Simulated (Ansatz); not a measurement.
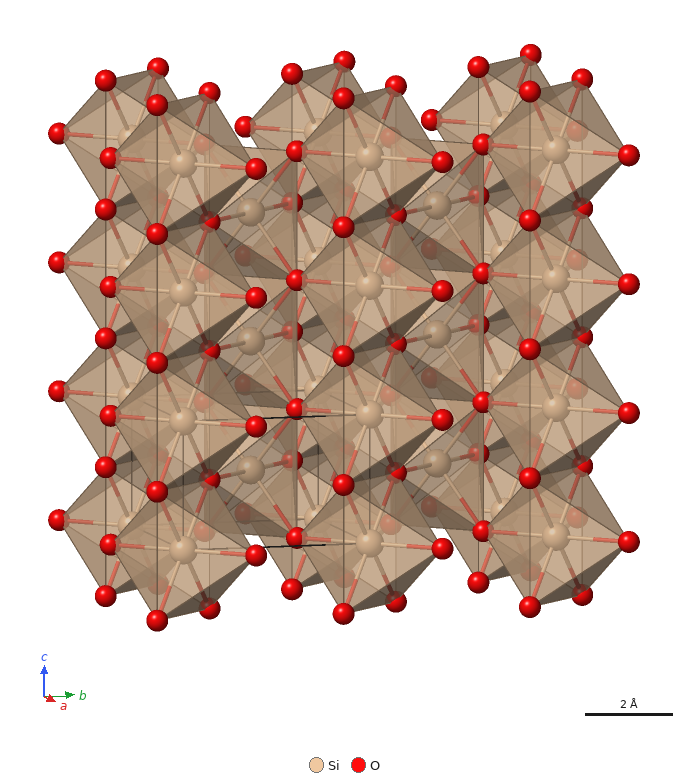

**Figure 1.** The input geometry (polyhedral view of the cell of the calculation, repeated 1 × 2 × 3, seen slightly off an axis; polyhedra are completed across the faces of the cell).

SiO2: geometry relaxation (part 1 of 2)

The run: geometry relaxation of SiO2 (6 atoms in the cell). Method and program: DFT r2SCAN, scalar-relativistic, plane waves, PAW, no spin polarisation (Ansatz 0.2.0).

The structure was made by swapping elements on the sites of another compound; it need not be a known phase. It belongs to a series of runs on one base structure; here: Sn -> Si on all its sites, cell and atoms relaxed.

**What the program printed**
```
Engine: ansatz 0.2.0, x86_64-unknown-linux-gnu
Pseudopotentials: kind: paw
Pseudopotential: Si, paw, valence charge 4, recommended cutoff 500 eV (meta_gga), Si.paw.azcp
Pseudopotential: O, paw, valence charge 6, recommended cutoff 500 eV (meta_gga), O.paw.azcp
Functional definition: r2SCAN
  parameter k0 = 0.174
  parameter k1 = 0.065
  parameter a1 = 4.9479
  exchange = r2scan_x(k0 = k0, k1 = k1, a1 = a1)
  correlation = r2scan_c
Crystal: 6 atoms, lattice volume = 59.223 Å³
Basis set: ecut = 500 eV, 1511 PW (Γ), exchange–correlation on 144×144×96 points (64 copies of the dense FFT grid, shifted against one another)
Bands: 22, of which v1, the nominal top of the filled ones, is band 16 counted from 1 (15 counted from 0)
Symmetry: 8 space group operations
Space group: Pnnm (ITA 58), of the structure as read, at distance tolerance 3.9e-5 Å
k-points: 36 of 96
Non-local potential: Si, projectors of the file, l = 0: 2, l = 1: 2, l = 2: 2
Non-local potential: O, projectors of the file, l = 0: 2, l = 1: 2, l = 2: 1
PAW form: soft (Blöchl's): semilocal exchange-correlation on the pseudo side does not see the compensation charge
PAW frozen core: Si, regenerated for the run's functional (the file was generated under x = pbe(κ = 0.804, μ = 0.2195149727645171), c = pbe(β = 0.06672455060314922))
PAW frozen core: O, regenerated for the run's functional (the file was generated under x = pbe(κ = 0.804, μ = 0.2195149727645171), c = pbe(β = 0.06672455060314922))
PAW one-centre angular grid: Si, 302 points (default); XC on 160 Gauss nodes
PAW one-centre angular grid: O, 302 points (default); XC on 160 Gauss nodes
Initial density: superposition of atomic densities (neutral atoms: chi_scale 0, normalization atom), corrected by the library's trained network
Initial wavefunctions: pseudopotential atomic-orbital guess
Functional: x = r2scan, c = r2scan; τ floored in thin density (d = 2e-4 eV/Å³)
SCF iter   1: F=—  HF=-3556.611388 eV  |F-HF|=—  |Δ(HF+E_count)|=         —  Δρ=1.04e-2  dr2=7.28e-2  dr2_τ=2.60e-1  ethr=1.77e-3  ⟨swp⟩=5.9  Hψ=4192  notcnv=0  defer=1
preconditioner: auto → none  [insulator: Δε(μ)=2.462 eV  Ē_g=16.562 eV  σ=0.100 eV  W_gap=1.00  n_scr=10 (ndim 8)  ℏωp=27.3 eV  f_vac=0.000  D(μ)=0.00/eV (n_scr^D=0)  ε∞_Penn≈3.7]
SCF iter   2: F=—  HF=-3556.771798 eV  |F-HF|=—  |Δ(HF+E_count)|=   1.60e-1  Δρ=6.36e-3  dr2=9.13e-3  dr2_τ=2.11e-3  ethr=2.27e-4  ⟨swp⟩=2.0  Hψ=1807  notcnv=0  defer=65
SCF iter   3: F=—  HF=-3556.771901 eV  |F-HF|=—  |Δ(HF+E_count)|=   1.03e-4  Δρ=2.02e-3  dr2=1.68e-3  dr2_τ=1.66e-4  ethr=2.85e-5  ⟨swp⟩=2.5  Hψ=1303  notcnv=0  defer=65
SCF iter   4: F=—  HF=-3556.771889 eV  |F-HF|=—  |Δ(HF+E_count)|=   1.14e-5  Δρ=4.06e-4  dr2=7.53e-5  dr2_τ=5.28e-6  ethr=5.24e-6  ⟨swp⟩=2.2  Hψ=1133  notcnv=0  defer=65
SCF iter   5: F=—  HF=-3556.771871 eV  |F-HF|=—  |Δ(HF+E_count)|=   1.88e-5  Δρ=1.09e-4  dr2=5.91e-6  dr2_τ=3.43e-7  ethr=2.35e-7  ⟨swp⟩=2.0  Hψ=1164  notcnv=0  defer=65
SCF iter   6: F=—  HF=-3556.771872 eV  |F-HF|=—  |Δ(HF+E_count)|=   1.37e-6  Δρ=3.36e-5  dr2=6.03e-7  dr2_τ=1.24e-8  ethr=1.85e-8  ⟨swp⟩=2.8  Hψ=1356  notcnv=0  defer=65
SCF iter   7: F=-3556.771872 eV  HF=-3556.771872 eV  |F-HF|=1.25e-9  |Δ(HF+E_count)|=   6.05e-8  Δρ=3.70e-6  dr2=6.66e-9  dr2_τ=2.01e-10  ethr=3.13e-10  ⟨swp⟩=10.3  Hψ=4073  notcnv=0
SCF 1 converged in 7 iterations: F = -3556.771872 eV  dr2 = 6.66e-9
  greatest PAW one-centre occupation: 0.862 electrons in one spin orbital (limit 2), on the O atom at site 5 (counted from 0), in its partial waves of l = 0
relax step   1: F+E_penalty+E_count = -3556.77187204 eV  Δ(F+E_penalty+E_count) = +0.000e0 eV  max|allowed force component| = 3.783e-1 eV/Å  Δτ_max = 0.0000 Å  P = -49.462 GPa  Ω = 59.223 Å³  (7 SCF iters, dr2 threshold 1.00e-7 eV, accepted)
Crystal: 6 atoms, lattice volume = 53.357 Å³
Basis set: ecut = 500 eV, 1379 PW (Γ), exchange–correlation on 144×144×96 points (64 copies of the dense FFT grid, shifted against one another)
Initial density: handed on by an earlier stage of this run
Initial wavefunctions: those handed on with the density
iter 1 solved again at ethr=4.85e-4 eV; its pass at ethr=3.10e-3 eV (dr2=1.55e-1 eV) is discarded
SCF iter   1: F=—  HF=-3558.362979 eV  |F-HF|=—  |Δ(HF+E_count)|=         —  Δρ=1.92e-2  dr2=1.58e-1  dr2_τ=2.91e-1  ethr=4.85e-4  ⟨swp⟩=1.0  Hψ=4943  notcnv=0
preconditioner: auto → none  [insulator: Δε(μ)=4.009 eV  Ē_g=18.099 eV  σ=0.100 eV  W_gap=1.00  n_scr=10 (ndim 8)  ℏωp=28.8 eV  f_vac=0.000  D(μ)=0.00/eV (n_scr^D=0)  ε∞_Penn≈3.5]
SCF iter   2: F=—  HF=-3558.442265 eV  |F-HF|=—  |Δ(HF+E_count)|=   7.93e-2  Δρ=6.84e-3  dr2=1.08e-2  dr2_τ=5.21e-3  ethr=4.85e-4  ⟨swp⟩=2.1  Hψ=1587  notcnv=0
SCF iter   3: F=—  HF=-3558.443541 eV  |F-HF|=—  |Δ(HF+E_count)|=   1.28e-3  Δρ=2.81e-3  dr2=2.29e-3  dr2_τ=1.64e-4  ethr=3.37e-5  ⟨swp⟩=2.8  Hψ=1363  notcnv=0
SCF iter   4: F=—  HF=-3558.444105 eV  |F-HF|=—  |Δ(HF+E_count)|=   5.65e-4  Δρ=9.33e-4  dr2=2.58e-4  dr2_τ=2.26e-5  ethr=7.15e-6  ⟨swp⟩=2.0  Hψ=1366  notcnv=0
SCF iter   5: F=—  HF=-3558.444136 eV  |F-HF|=—  |Δ(HF+E_count)|=   3.05e-5  Δρ=1.87e-4  dr2=1.08e-5  dr2_τ=9.77e-7  ethr=8.05e-7  ⟨swp⟩=2.0  Hψ=1368  notcnv=0
SCF iter   6: F=-3558.444135 eV  HF=-3558.444136 eV  |F-HF|=9.04e-8  |Δ(HF+E_count)|=   4.07e-7  Δρ=2.74e-5  dr2=2.50e-7  dr2_τ=1.99e-8  ethr=1.87e-9  ⟨swp⟩=4.7  Hψ=4148  notcnv=0
SCF 2 converged in 6 iterations: F = -3558.444135 eV  dr2 = 2.50e-7
  greatest PAW one-centre occupation: 0.863 electrons in one spin orbital (limit 2), on the O atom at site 5 (counted from 0), in its partial waves of l = 0
relax step   2: F+E_penalty+E_count = -3558.44413546 eV  Δ(F+E_penalty+E_count) = -1.672e0 eV  max|allowed force component| = 4.636e-1 eV/Å  Δτ_max = 0.0091 Å  P = -35.355 GPa  Ω = 53.357 Å³  energy of the carried Pulay correction = +2.389e-3 eV  (6 SCF iters, dr2 threshold 6.00e-7 eV, accepted)
Crystal: 6 atoms, lattice volume = 47.514 Å³
Basis set: ecut = 500 eV, 1177 PW (Γ), exchange–correlation on 144×144×96 points (64 copies of the dense FFT grid, shifted against one another)
iter 1 solved again at ethr=7.87e-4 eV; its pass at ethr=3.10e-3 eV (dr2=2.52e-1 eV) is discarded
SCF iter   1: F=—  HF=-3559.226486 eV  |F-HF|=—  |Δ(HF+E_count)|=         —  Δρ=2.60e-2  dr2=2.52e-1  dr2_τ=4.39e-1  ethr=7.87e-4  ⟨swp⟩=1.0  Hψ=4843  notcnv=0
preconditioner: auto → none  [insulator: Δε(μ)=6.116 eV  Ē_g=19.938 eV  σ=0.100 eV  W_gap=1.00  n_scr=10 (ndim 8)  ℏωp=30.5 eV  f_vac=0.000  D(μ)=0.00/eV (n_scr^D=0)  ε∞_Penn≈3.3]
SCF iter   2: F=—  HF=-3559.324030 eV  |F-HF|=—  |Δ(HF+E_count)|=   9.75e-2  Δρ=7.97e-3  dr2=1.41e-2  dr2_τ=6.41e-3  ethr=7.87e-4  ⟨swp⟩=2.5  Hψ=1602  notcnv=0
SCF iter   3: F=—  HF=-3559.325712 eV  |F-HF|=—  |Δ(HF+E_count)|=   1.68e-3  Δρ=3.33e-3  dr2=2.65e-3  dr2_τ=2.32e-4  ethr=4.40e-5  ⟨swp⟩=2.8  Hψ=1340  notcnv=0
SCF iter   4: F=—  HF=-3559.326218 eV  |F-HF|=—  |Δ(HF+E_count)|=   5.06e-4  Δρ=6.57e-4  dr2=7.38e-5  dr2_τ=1.80e-5  ethr=8.28e-6  ⟨swp⟩=2.9  Hψ=1350  notcnv=0
SCF iter   5: F=—  HF=-3559.326225 eV  |F-HF|=—  |Δ(HF+E_count)|=   6.80e-6  Δρ=7.66e-5  dr2=1.36e-6  dr2_τ=1.61e-7  ethr=2.31e-7  ⟨swp⟩=2.1  Hψ=1246  notcnv=0
SCF iter   6: F=-3559.326226 eV  HF=-3559.326226 eV  |F-HF|=1.46e-9  |Δ(HF+E_count)|=   1.07e-6  Δρ=9.95e-6  dr2=2.53e-8  dr2_τ=3.16e-9  ethr=1.87e-9  ⟨swp⟩=6.9  Hψ=3830  notcnv=0
SCF 3 converged in 6 iterations: F = -3559.326226 eV  dr2 = 2.53e-8
  greatest PAW one-centre occupation: 0.868 electrons in one spin orbital (limit 2), on the O atom at site 4 (counted from 0), in its partial waves of l = 0
relax step   3: F+E_penalty+E_count = -3559.32622622 eV  Δ(F+E_penalty+E_count) = -8.821e-1 eV  max|allowed force component| = 7.331e-2 eV/Å  Δτ_max = 0.0149 Å  P = -5.507 GPa  Ω = 47.514 Å³  energy of the carried Pulay correction = +5.030e-3 eV  (6 SCF iters, dr2 threshold 6.00e-7 eV, accepted)
Crystal: 6 atoms, lattice volume = 46.704 Å³
Basis set: ecut = 500 eV, 1169 PW (Γ), exchange–correlation on 144×144×96 points (64 copies of the dense FFT grid, shifted against one another)
iter 1 solved again at ethr=2.42e-5 eV; its pass at ethr=3.10e-3 eV (dr2=7.73e-3 eV) is discarded
SCF iter   1: F=—  HF=-3559.331564 eV  |F-HF|=—  |Δ(HF+E_count)|=         —  Δρ=5.67e-3  dr2=9.17e-3  dr2_τ=2.47e-2  ethr=2.42e-5  ⟨swp⟩=1.8  Hψ=4810  notcnv=0
preconditioner: auto → none  [insulator: Δε(μ)=6.547 eV  Ē_g=20.191 eV  σ=0.100 eV  W_gap=1.00  n_scr=10 (ndim 8)  ℏωp=30.7 eV  f_vac=0.000  D(μ)=0.00/eV (n_scr^D=0)  ε∞_Penn≈3.3]
SCF iter   2: F=—  HF=-3559.336039 eV  |F-HF|=—  |Δ(HF+E_count)|=   4.47e-3  Δρ=2.11e-3  dr2=8.19e-4  dr2_τ=2.17e-4  ethr=2.42e-5  ⟨swp⟩=2.0  Hψ=1548  notcnv=0
SCF iter   3: F=—  HF=-3559.336043 eV  |F-HF|=—  |Δ(HF+E_count)|=   4.40e-6  Δρ=8.58e-4  dr2=1.43e-4  dr2_τ=1.18e-5  ethr=2.56e-6  ⟨swp⟩=2.0  Hψ=1308  notcnv=0
SCF iter   4: F=—  HF=-3559.336067 eV  |F-HF|=—  |Δ(HF+E_count)|=   2.36e-5  Δρ=1.04e-4  dr2=1.74e-6  dr2_τ=2.97e-7  ethr=4.46e-7  ⟨swp⟩=2.7  Hψ=1431  notcnv=0
SCF iter   5: F=-3559.336067 eV  HF=-3559.336067 eV  |F-HF|=9.64e-9  |Δ(HF+E_count)|=   6.19e-7  Δρ=1.81e-5  dr2=8.95e-8  dr2_τ=1.06e-8  ethr=1.87e-9  ⟨swp⟩=6.9  Hψ=3876  notcnv=0
SCF 4 converged in 5 iterations: F = -3559.336067 eV  dr2 = 8.95e-8
  greatest PAW one-centre occupation: 0.868 electrons in one spin orbital (limit 2), on the O atom at site 5 (counted from 0), in its partial waves of l = 0
relax step   4: F+E_penalty+E_count = -3559.33606719 eV  Δ(F+E_penalty+E_count) = -9.841e-3 eV  max|allowed force component| = 1.578e-1 eV/Å  Δτ_max = 0.0089 Å  P = +0.454 GPa  Ω = 46.704 Å³  energy of the carried Pulay correction = +5.420e-3 eV  (5 SCF iters, dr2 threshold 6.00e-7 eV, accepted)
Crystal: 6 atoms, lattice volume = 46.732 Å³
iter 1 solved again at ethr=2.95e-6 eV; its pass at ethr=3.10e-3 eV (dr2=9.44e-4 eV) is discarded
SCF iter   1: F=—  HF=-3559.346473 eV  |F-HF|=—  |Δ(HF+E_count)|=         —  Δρ=2.24e-3  dr2=9.66e-4  dr2_τ=6.07e-3  ethr=2.95e-6  ⟨swp⟩=2.0  Hψ=4605  notcnv=0
preconditioner: auto → none  [insulator: Δε(μ)=6.525 eV  Ē_g=20.136 eV  σ=0.100 eV  W_gap=1.00  n_scr=10 (ndim 8)  ℏωp=30.7 eV  f_vac=0.000  D(μ)=0.00/eV (n_scr^D=0)  ε∞_Penn≈3.3]
SCF iter   2: F=—  HF=-3559.347537 eV  |F-HF|=—  |Δ(HF+E_count)|=   1.06e-3  Δρ=1.07e-3  dr2=1.80e-4  dr2_τ=8.09e-6  ethr=2.95e-6  ⟨swp⟩=2.7  Hψ=1408  notcnv=0
SCF iter   3: F=—  HF=-3559.347546 eV  |F-HF|=—  |Δ(HF+E_count)|=   9.39e-6  Δρ=2.02e-4  dr2=9.95e-6  dr2_τ=2.11e-6  ethr=5.61e-7  ⟨swp⟩=2.3  Hψ=1371  notcnv=0
SCF iter   4: F=-3559.347546 eV  HF=-3559.347546 eV  |F-HF|=4.38e-7  |Δ(HF+E_count)|=   6.06e-7  Δρ=6.23e-5  dr2=5.26e-7  dr2_τ=1.12e-7  ethr=1.87e-9  ⟨swp⟩=4.3  Hψ=3979  notcnv=0
SCF 5 converged in 4 iterations: F = -3559.347546 eV  dr2 = 5.26e-7
relax step   5: F+E_penalty+E_count = -3559.34754629 eV  Δ(F+E_penalty+E_count) = -1.148e-2 eV  max|allowed force component| = 3.053e-2 eV/Å  Δτ_max = 0.0056 Å  P = +0.096 GPa  Ω = 46.732 Å³  energy of the carried Pulay correction = +5.406e-3 eV  (4 SCF iters, dr2 threshold 6.00e-7 eV, accepted)
Basis set: ecut = 500 eV, 1177 PW (Γ), exchange–correlation on 128×128×80 points (64 copies of the dense FFT grid, shifted against one another)
Initial wavefunctions: pseudopotential atomic-orbital guess (no wavefunctions were taken with the density)
iter 1 solved again at ethr=3.02e-7 eV; its pass at ethr=3.10e-3 eV (dr2=9.66e-5 eV) is discarded
SCF iter   1: F=—  HF=-3559.336401 eV  |F-HF|=—  |Δ(HF+E_count)|=         —  Δρ=9.91e-4  dr2=4.16e-5  dr2_τ=2.32e-4  ethr=3.02e-7  ⟨swp⟩=3.1  Hψ=6427  notcnv=0
preconditioner: auto → none  [insulator: Δε(μ)=6.526 eV  Ē_g=20.138 eV  σ=0.100 eV  W_gap=1.00  n_scr=10 (ndim 8)  ℏωp=30.7 eV  f_vac=0.000  D(μ)=0.00/eV (n_scr^D=0)  ε∞_Penn≈3.3]
SCF iter   2: F=—  HF=-3559.336503 eV  |F-HF|=—  |Δ(HF+E_count)|=   1.02e-4  Δρ=4.93e-4  dr2=1.05e-5  dr2_τ=1.71e-5  ethr=1.30e-7  ⟨swp⟩=2.0  Hψ=1360  notcnv=0
SCF iter   3: F=—  HF=-3559.336532 eV  |F-HF|=—  |Δ(HF+E_count)|=   2.95e-5  Δρ=7.81e-5  dr2=1.67e-6  dr2_τ=2.98e-7  ethr=3.28e-8  ⟨swp⟩=2.0  Hψ=1272  notcnv=0
SCF iter   4: F=—  HF=-3559.336530 eV  |F-HF|=—  |Δ(HF+E_count)|=   1.66e-6  Δρ=1.04e-5  dr2=1.13e-8  dr2_τ=1.02e-8  ethr=5.22e-9  ⟨swp⟩=2.0  Hψ=1217  notcnv=0
SCF iter   5: F=-3559.336530 eV  HF=-3559.336530 eV  |F-HF|=3.68e-11  |Δ(HF+E_count)|=   3.09e-8  Δρ=2.14e-6  dr2=6.72e-10  dr2_τ=3.12e-10  ethr=1.87e-11  ⟨swp⟩=5.1  Hψ=3054  notcnv=0
SCF 6 converged in 5 iterations: F = -3559.336530 eV  dr2 = 6.72e-10
relax step   6: F+E_penalty+E_count = -3559.33653038 eV  Δ(F+E_penalty+E_count) = +1.102e-2 eV  max|allowed force component| = 3.244e-2 eV/Å  Δτ_max = 0.0000 Å  P = +0.232 GPa  Ω = 46.732 Å³  stress off target by 2.75e-1 GPa  SCF on the basis re-selected at this cell (its energy is not comparable with the rows above)  (5 SCF iters)
```

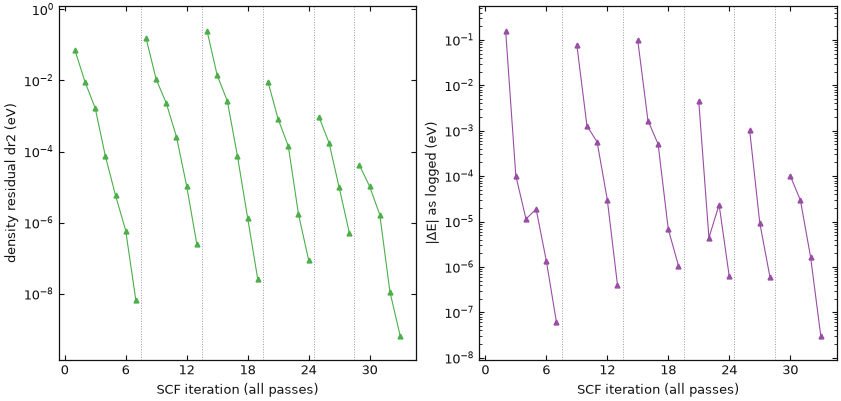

**Figure 2.** Convergence of the self-consistent field: density residual dr2 and size of the energy change against the SCF iteration. The dotted lines part the SCF passes of the relaxation: geometry steps, rejected trials and re-solves on a re-selected basis. The 6 passes take 4 to 7 iterations each, 33 in all.
